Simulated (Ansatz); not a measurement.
TiB2

The calculation's input:

```
crystal:
  lattice:
    - [-1.516020938, -2.6258252899, 0.0]
    - [1.516020938, -2.6258252899, 0.0]
    - [-0.758010469, -1.312912645, 10.470264779]
  atoms:
    - { symbol: Ti, position: [-0.4233058283, 0.0, 0.8466116566] }
    - { symbol: Ti, position: [-0.1154414465, 0.0, 0.2308828931] }
    - { symbol: Ti, position: [-0.2693736374, 0.0, 0.5387472749] }
    - { symbol: B, position: [0.6281913156, 0.6666666667, 0.0769507022] }
    - { symbol: B, position: [0.4742591247, 0.6666666667, 0.384815084] }
    - { symbol: B, position: [0.3203269338, 0.6666666667, 0.6926794657] }
    - { symbol: B, position: [0.2948579822, 0.3333333333, 0.0769507022] }
    - { symbol: B, position: [0.1409257913, 0.3333333333, 0.384815084] }
    - { symbol: B, position: [-0.0130063995, 0.3333333333, 0.6926794657] }
basis:
  ecutwfc: 520.0
kpoints:
  mp_grid: { grid: [15, 15, 4] }
hamiltonian:
  xc: pbe
scf:
  occupations: { method: gaussian, width: 0.15 }
output:
  forces: true
  stress: true
  eigenvalues: true
  write_density: true
  write_potential: true
  elf: true
  volumetric_format: npy
```

Launched as:

```sh
ansatz run input.yaml --threads 2 --pin off --max-ram 4096MiB --backend cpu --events-out ev --progress --plain --runs-dir out
```

Below, planes, directions and counts refer to the conventional cell (a = 3.03 Å, b = 5.25 Å, c = 20.94 Å, α = 90.00°, β = 90.00°, γ = 90.00°).

Space group Fmm2; not relaxed (largest force 0.6 eV/Å); computed pressure about −4 GPa in this cell; computed without spin polarisation.

Method: DFT PBE, scalar-relativistic, plane waves, PAW (Ansatz).

The density is the valence pseudo-density of a PAW calculation; it isn't the true density close to the nuclei.

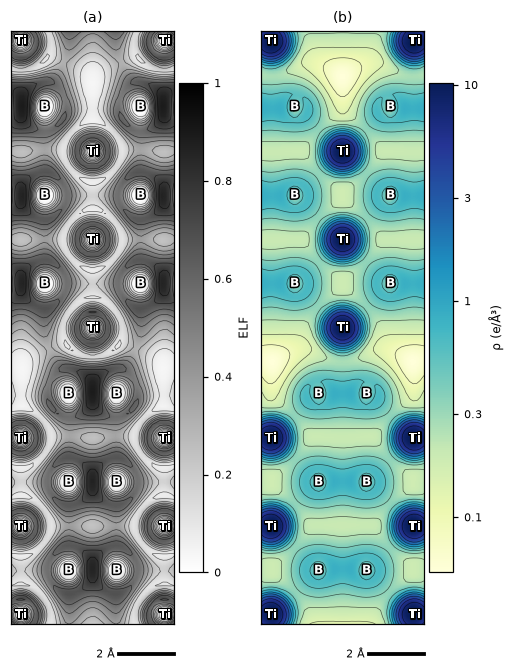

Figure 1. (a) ELF; (b) valence electron density on the (100) plane of the conventional cell.

### Interpret the plot.

- The plane passes through Ti and B nuclei.
- B–B (1.75 Å): ρ at the midpoint is about 0.83 e/Å³; the ELF peaks at about 0.90 between the atoms.
- Ti–B (2.38 Å): ρ at the midpoint is about 0.33 e/Å³; the ELF peaks at about 0.65 in the valence shell of B, 0.8 Å from its nucleus, and is about 0.25 at the midpoint.
- Ti–B (2.57 Å): the density is about 0.25 e/Å³ at the midpoint; the ELF peaks at about 0.70 in the valence shell of B, 0.9 Å from its nucleus, and is about 0.30 at the midpoint.
- Between the atoms the lowest density in this plane is 0.06 e/Å³.
- The features right at Ti lie inside the PAW spheres, where the map follows smoothed inner orbitals and isn't to be read closely.

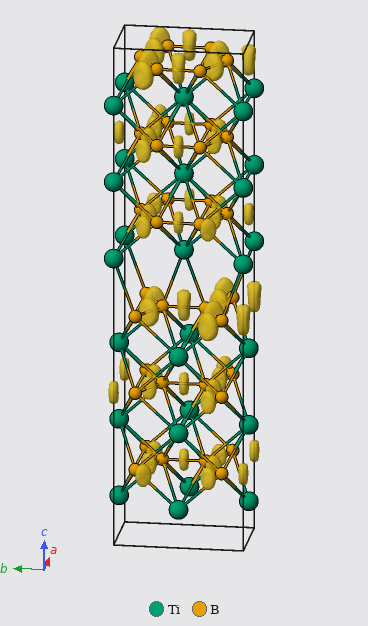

Figure 2. Isosurface of the electron localisation function at 0.8 (yellow), seen at an oblique angle. Only the valence region is drawn (cores and ρ < 0.01 e/Å³ removed). Sticks mark near contacts.

### What do the ELF domains correspond to?

The ELF exceeds this value in 36 regions between bonded B–B atoms, counted in one cell of 36 atoms. Any copies at cell faces, edges or corners count once.

### Does the calculation give a band gap?

It is metallic or semimetallic at this level of theory: no gap opens.
